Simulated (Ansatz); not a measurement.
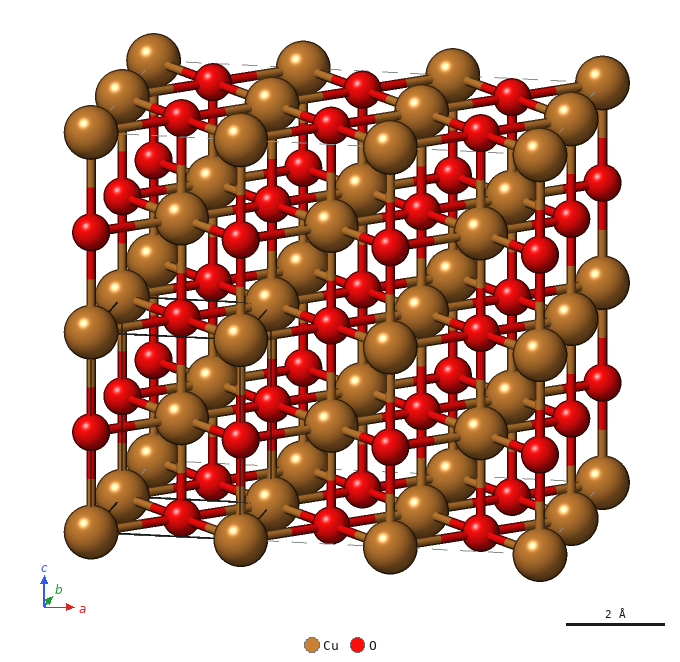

We look at a ball-and-stick model of the crystal slightly off an axis. The solid frame is a single conventional unit cell within a 3×2×2 block.

The structure is one of CuO. Space group I4/mmm (No. 139), lattice body-centred tetragonal. The cell comprises 2 formula units: 2 Cu, 2 O. Around each Cu lie six O in an octahedral arrangement at about 2.1 to 2.2 Å. Each O atom is coordinated by six Cu in an octahedral arrangement at about 2.1 to 2.2 Å. The bonds build a three-dimensional framework.

Its origin is a structure listed in the Materials Project. The cell was then strained or its atoms displaced on purpose. It was run through Ansatz as a DFT input.

At this level of theory the cell isn't at rest (stretched, at -12 GPa), so its distances can differ from those at equilibrium, the more so the softer the solid.
